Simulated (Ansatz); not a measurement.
**Single-point calculation of Ag**

- system: Ag (slab, 5 atoms in the cell)
- method: DFT, r2SCAN, PAW with Ansatz's default frozen-core files, scalar-relativistic, no spin polarisation (Ansatz 0.2.0)

It belongs to a series of runs on one base structure; here: no images along the normal, PAW files. Figures and captions count atoms from 1; the log counts them from 0 in places.

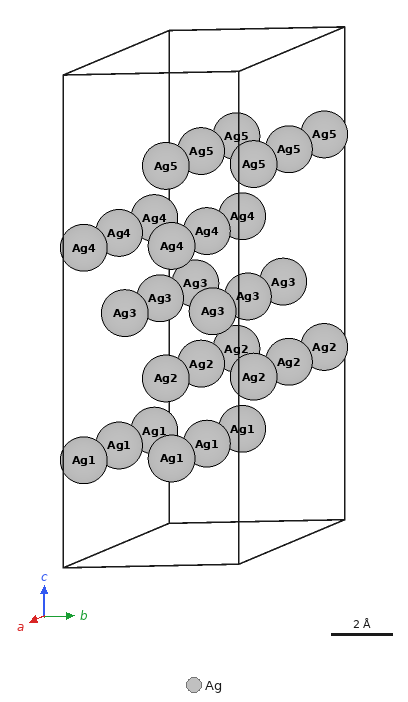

**Figure 1.** The structure (spheres-only view of the 3 × 2 repeat of the cell, with the vacuum cut short, seen slightly off an axis; atoms are numbered from 1 in the order of the input). An atom can appear more than once, as a periodic image.

## The input
```yaml
crystal:
  lattice:
    - [2.902553697, 0.0, 0.0]
    - [-1.4512768485, 2.5136852375, 0.0]
    - [0.0, 0.0, 25.4797]
  atoms:
    - { symbol: Ag, position: [0.8333333333, 0.1666666667, 0.3142664477] }
    - { symbol: Ag, position: [0.1666666667, 0.8333333333, 0.4070153571] }
    - { symbol: Ag, position: [0.5, 0.5, 0.4999999873] }
    - { symbol: Ag, position: [0.8333333333, 0.1666666667, 0.5929846443] }
    - { symbol: Ag, position: [0.1666666667, 0.8333333333, 0.6857335636] }
  periodic: [true, true, false]
kpoints:
  mp_grid: { grid: [13, 13, 1] }
scf:
  occupations: { method: fermi_dirac, width: 0.1 }
hamiltonian:
  xc: r2scan
  pseudopotentials: { kind: paw }
output:
  forces: true
  stress: true
  eigenvalues: true
```

Hardware: 2 threads of Arm Neoverse V1, 24 GiB of memory available, shared host.

Launch command:
```bash
ansatz run input.yaml --threads 2 --pin off --max-ram 4096MiB --backend cpu --events-out ev --progress --plain --runs-dir out
```

## Output
```
Warning: crystal.periodic: the lattice vector that does not repeat stood 0.000° off the slab's normal, 25.480 Å along it as the deck builds it. The run solves the slab on a vector along the normal, 42.730 Å long, with every atom where it was (on the deck's vector they left 16.01 Å outside them, and the widest stretch free of ions among them is 2.37 Å). A fractional position that the run reports is one of the run's cell, which starts as this one, and not of the deck's: it goes into a deck with that cell's vectors. The slab on that cell runs as it stands in a deck that lists each atom with its symbol and moment, types crystal.periodic and leaves out crystal.checkpoint, crystal.saddle_side, crystal.structure_sha256, crystal.space_group, crystal.setting, crystal.reduce_to_primitive, crystal.supercell, crystal.defects and each atom's wyckoff. Where those keys changed the vectors of the plane, lay the indices of each lattice_plane and lattice_line anew on these rows. Along the normal they count this vector already. An outside_sphere can name other atoms there (type this run's as sites). In the order of the run's atom list the slab is: crystal.lattice: [[2.902553697, 0.0, 0.0], [-1.4512768485, 2.5136852375, 0.0], [0.0, -0.0, 42.72974134599446]]; position: [0.8333333333, 0.1666666667, 0.1873967535310699]; position: [0.1666666667, 0.8333333333, 0.2427028310404932]; position: [0.5, 0.5, 0.29814946861601027]; position: [0.8333333333, 0.1666666667, 0.3535961221723392]; position: [0.1666666667, 0.8333333333, 0.4089022055851222];
crystal.periodic: the lattice vector that does not repeat stood 0.000° off the slab's normal, 25.480 Å along it as the deck builds it. The run solves the slab on a vector along the normal, 42.730 Å long, with every atom where it was (on the deck's vector they left 16.01 Å outside them, and the widest stretch free of ions among them is 2.37 Å). A fractional position that the run reports is one of the run's cell, which starts as this one, and not of the deck's: it goes into a deck with that cell's vectors. The slab on that cell runs as it stands in a deck that lists each atom with its symbol and moment, types crystal.periodic and leaves out crystal.checkpoint, crystal.saddle_side, crystal.structure_sha256, crystal.space_group, crystal.setting, crystal.reduce_to_primitive, crystal.supercell, crystal.defects and each atom's wyckoff. Where those keys changed the vectors of the plane, lay the indices of each lattice_plane and lattice_line anew on these rows. Along the normal they count this vector already. An outside_sphere can name other atoms there (type this run's as sites). In the order of the run's atom list the slab is: crystal.lattice: [[2.902553697, 0.0, 0.0], [-1.4512768485, 2.5136852375, 0.0], [0.0, -0.0, 42.72974134599446]]; position: [0.8333333333, 0.1666666667, 0.1873967535310699]; position: [0.1666666667, 0.8333333333, 0.2427028310404932]; position: [0.5, 0.5, 0.29814946861601027]; position: [0.8333333333, 0.1666666667, 0.3535961221723392]; position: [0.1666666667, 0.8333333333, 0.4089022055851222];
Engine: ansatz 0.2.0, aarch64-unknown-linux-gnu
Pseudopotentials: kind: paw
Pseudopotential: Ag, paw, valence charge 19, recommended cutoff 500 eV (meta_gga), Ag.paw.azcp
Functional definition: r2SCAN
  parameter k0 = 0.174
  parameter k1 = 0.065
  parameter a1 = 4.9479
  exchange = r2scan_x(k0 = k0, k1 = k1, a1 = a1)
  correlation = r2scan_c
Crystal: 5 atoms, lattice volume = 311.761 Å³
Basis set: ecut = 500 eV, 7883 PW (Γ), exchange–correlation on 96×96×1280 points (64 copies of the dense FFT grid, shifted against one another)
Bands: 57, of which v1, the nominal top of the filled ones, is band 48 counted from 1 (47 counted from 0)
Symmetry: 12 space group operations
Space group: P-3m1 (ITA 164), of the structure as read, at distance tolerance 6.8e-5 Å
k-points: 21 of 169
Non-local potential: Ag, projectors of the file, l = 0: 3, l = 1: 2, l = 2: 2, l = 3: 1
PAW form: soft (Blöchl's): semilocal exchange-correlation on the pseudo side does not see the compensation charge
PAW frozen core: Ag, regenerated for the run's functional (the file was generated under x = pbe(κ = 0.804, μ = 0.2195149727645171), c = pbe(β = 0.06672455060314922))
PAW one-centre angular grid: Ag, 590 points (default); XC on 160 Gauss nodes
Initial density: superposition of atomic densities (neutral atoms: chi_scale 0, normalization atom), corrected by the library's trained network
Initial wavefunctions: pseudopotential atomic-orbital guess
Functional: x = r2scan, c = r2scan; τ floored in thin density (d = 2e-4 eV/Å³)
SCF iter   1: F=—  HF=-38018.938200 eV  |F-HF|=—  |Δ(HF+E_count)|=         —  Δρ=6.00e-3  dr2=1.10e-1  dr2_τ=3.28e-3  ethr=1.77e-3  ⟨swp⟩=16.2  Hψ=8526  notcnv=0  defer=17
preconditioner: auto → LDOS  [metal: Δε(μ)=0.058 eV  Ē_g=9.853 eV  σ=0.100 eV  W_gap=0.14  n_scr=30 (ndim 8)  ℏωp=15.6 eV  f_vac=0.694  D(μ)=1.20/eV (n_scr^D=10)  β→1.0]
SCF iter   2: F=—  HF=-38018.969679 eV  |F-HF|=—  |Δ(HF+E_count)|=   3.15e-2  Δρ=7.89e-3  dr2=1.59e-1  dr2_τ=7.74e-3  ethr=1.16e-4  ⟨swp⟩=3.0  Hψ=3257  notcnv=0  defer=42
SCF iter   3: F=—  HF=-38018.924751 eV  |F-HF|=—  |Δ(HF+E_count)|=   4.49e-2  Δρ=1.32e-3  dr2=4.45e-3  dr2_τ=2.94e-4  ethr=1.16e-4  ⟨swp⟩=2.5  Hψ=2400  notcnv=0  defer=42
SCF iter   4: F=—  HF=-38018.923365 eV  |F-HF|=—  |Δ(HF+E_count)|=   1.39e-3  Δρ=1.65e-4  dr2=6.57e-5  dr2_τ=7.79e-6  ethr=4.69e-6  ⟨swp⟩=3.9  Hψ=3055  notcnv=0  defer=42
SCF iter   5: F=—  HF=-38018.923315 eV  |F-HF|=—  |Δ(HF+E_count)|=   4.95e-5  Δρ=1.32e-4  dr2=4.98e-5  dr2_τ=2.86e-6  ethr=6.92e-8  ⟨swp⟩=3.2  Hψ=2730  notcnv=0  defer=42
SCF iter   6: F=—  HF=-38018.923306 eV  |F-HF|=—  |Δ(HF+E_count)|=   9.52e-6  Δρ=1.64e-5  dr2=5.72e-7  dr2_τ=2.18e-7  ethr=5.25e-8  ⟨swp⟩=2.4  Hψ=2218  notcnv=0  defer=42
SCF iter   7: F=—  HF=-38018.923306 eV  |F-HF|=—  |Δ(HF+E_count)|=   3.78e-7  Δρ=6.05e-6  dr2=1.49e-7  dr2_τ=1.11e-8  ethr=1.05e-10  ⟨swp⟩=23.7  Hψ=8977  notcnv=0
SCF iter   8: F=-38018.923306 eV  HF=-38018.923306 eV  |F-HF|=4.71e-9  |Δ(HF+E_count)|=   4.44e-8  Δρ=2.55e-6  dr2=1.45e-8  dr2_τ=2.15e-9  ethr=1.05e-10  ⟨swp⟩=9.1  Hψ=5053  notcnv=0
SCF 1 converged in 8 iterations: F = -38018.923306 eV  dr2 = 1.45e-8
  greatest PAW one-centre occupation: 1.001 electrons in one spin orbital (limit 2), on the Ag atom at site 4 (counted from 0), in its partial waves of l = 1
SCF converged after 8 iterations
Free energy (F): -38018.923306 eV
Harris-Foulkes:  -38018.923306 eV  (|F-HF|=4.71e-9)
Internal energy: -38018.881846 eV  (E = F + TS)
E sigma→0 (E₀):  -38018.902576 eV
Entropy (-TS):   -0.041460 eV (-8.292 meV/atom)
Fermi energy:    -4.391212 eV
--- Per-component energies (eV) ---
  E_band       = -3340.922643
  E_kinetic    = 2639.577113
  E_local      = -771955.183054  (includes V_loc(G=0)·N_el)
  E_nonlocal   = 407.363209
  E_hartree    = 384461.766464
  E_xc         = -890.381127
  E_vxc        = -1312.344718  (∫ρ·V_xc dr)
  E_paw        = -19613.158031  (= ΣΔE_a)
  E_vpaw       = -2138.752286  (= ΣTr[D̂ρ^β])
  E_aug_tail   = 0.000305  (compensation charges beyond the density's cutoff)
  E_vtau       = 94.891309  (kinetic-family band-sum trace: ∫τ·v_τ [+ j·A + Jᵃ·Aᵃ] dr)
  E_ewald      = 366933.679830
  E_core_change = -2.546554  (= ΣΔE_core)
  E_smearing   = -0.041460  (= −TS)
  E_closure    = 0.000000  (closes the sum)
  Σ components = -38018.923306   (vs F -38018.923306, Δ=0.00e0)
--- Forces (eV/Å), atoms counted from 1 ---
  atom   1  Ag    -0.00000000     0.00000000    -0.00640094
  atom   2  Ag     0.00000000     0.00000000     0.00530675
  atom   3  Ag     0.00000000    -0.00000000     0.00000000
  atom   4  Ag    -0.00000000    -0.00000000    -0.00530675
  atom   5  Ag     0.00000000    -0.00000000     0.00640094
  max |Σ_I F_I| component: 1.16e-18 eV/Å
--- 2D stress c σ (N/m, compression-positive) ---
       -2.967645      -0.000000      -0.000000
       -0.000000      -2.967645      -0.000000
        0.000000       0.000000       0.000000
  P = ½ c Tr σ = -2.9676 N/m
--- Band table (eV; the first three rows and the last of 21) ---
  k-point 0: bands = ["-99.2657", "-99.2137", "-99.2130", "-98.9360", "-98.9360", "-61.9174", "-61.8393", "-61.8232", "-61.8232", "-61.7984", "-61.7674", "-61.7674", "-61.7661", "-61.7661", "-61.5317", "-61.5315", "-61.5019", "-61.5019", "-61.5019", "-61.5019", "-12.1673", "-11.4603", "-11.1948", "-10.8961", "-10.8369", "-9.7019", "-9.6854", "-9.6854", "-9.6322", "-9.6322", "-9.5899", "-9.5428", "-9.5428", "-9.2934", "-9.2934", "-9.2771", "-9.2771", "-8.9561", "-8.6832", "-8.6832", "-8.5782", "-8.5782", "-8.3480", "-8.3480", "-8.0320", "-8.0320", "-7.8944", "-7.8944", "-7.3848", "-5.2078", "-4.2657", "-0.3522 (-0.3585°)", "-0.0529 (-0.0939°)", "0.5676", "0.9375", "1.5093", "2.4531"]
  k-point 1: bands = ["-99.2650", "-99.2131", "-99.2124", "-98.9354", "-98.9354", "-61.9153", "-61.8426", "-61.8258", "-61.8250", "-61.7998", "-61.7736", "-61.7731", "-61.7692", "-61.7678", "-61.5311", "-61.5309", "-61.5089", "-61.5089", "-61.5037", "-61.5037", "-12.0026", "-11.3042", "-11.0871", "-10.7867", "-10.7030", "-9.7837", "-9.7389", "-9.7189", "-9.6038", "-9.5774", "-9.5733", "-9.5086", "-9.4609", "-9.3662", "-9.3150", "-9.2278", "-9.1993", "-9.1084", "-8.7350", "-8.7201", "-8.5977", "-8.5659", "-8.4566", "-8.3486", "-8.1324", "-8.0310", "-8.0150", "-7.8892", "-6.9870", "-4.9619", "-3.9220", "-0.2406 (-0.2459°)", "0.0891 (0.0480°)", "0.6920", "1.0764", "1.6435", "2.5848"]
  k-point 2: bands = ["-99.2632", "-99.2113", "-99.2107", "-98.9336", "-98.9336", "-61.9098", "-61.8582", "-61.8302", "-61.8269", "-61.8060", "-61.7933", "-61.7869", "-61.7742", "-61.7725", "-61.5297", "-61.5297", "-61.5278", "-61.5277", "-61.5086", "-61.5086", "-11.5527", "-10.9153", "-10.8266", "-10.5418", "-10.3774", "-9.9811", "-9.8839", "-9.8278", "-9.6663", "-9.5375", "-9.4438", "-9.4205", "-9.3686", "-9.3235", "-9.2303", "-9.2227", "-9.0887", "-9.0060", "-8.9846", "-8.8031", "-8.7563", "-8.5905", "-8.5541", "-8.3496", "-8.3377", "-8.0303", "-7.8760", "-7.7120", "-6.3258", "-4.3414", "-3.0461", "0.0945 (0.0912°)", "0.5160 (0.4741°)", "1.0748", "1.4934", "2.0525", "2.9806"]
  k-point 20: bands = ["-99.2526", "-99.2012", "-99.2012", "-98.9236", "-98.9236", "-61.9235", "-61.9059", "-61.8906", "-61.8622", "-61.8507", "-61.8439", "-61.8254", "-61.8138", "-61.8132", "-61.5951", "-61.5951", "-61.5776", "-61.5776", "-61.5196", "-61.5196", "-10.5972", "-10.5730", "-10.3757", "-10.3102", "-10.1413", "-10.1224", "-10.0844", "-9.9756", "-9.7746", "-9.5741", "-9.5051", "-9.3985", "-9.1892", "-9.1789", "-8.9987", "-8.9925", "-8.8296", "-8.7610", "-8.5864", "-8.5221", "-8.1851", "-8.0503", "-7.9863", "-7.9500", "-7.8733", "-2.4029", "-1.7096", "-0.7433", "-0.4021", "-0.2786", "0.2844", "0.4411", "0.8559", "1.5731", "1.6950", "2.3507", "2.9032"]
  ° read free of the cell's end (the report's vacuum.weakly_bound_levels)
```

## Results in brief

| quantity | value |
| --- | --- |
| outcome | converged |
| electrons treated | 95 |
| free energy | −38018.9233 eV |
| Fermi energy | −4.391 eV |
| largest force (length of the vector) | 0.006 eV/Å |
| wall time | 31 s (CPU time 60 s) |
| peak memory | 1.5 GiB |
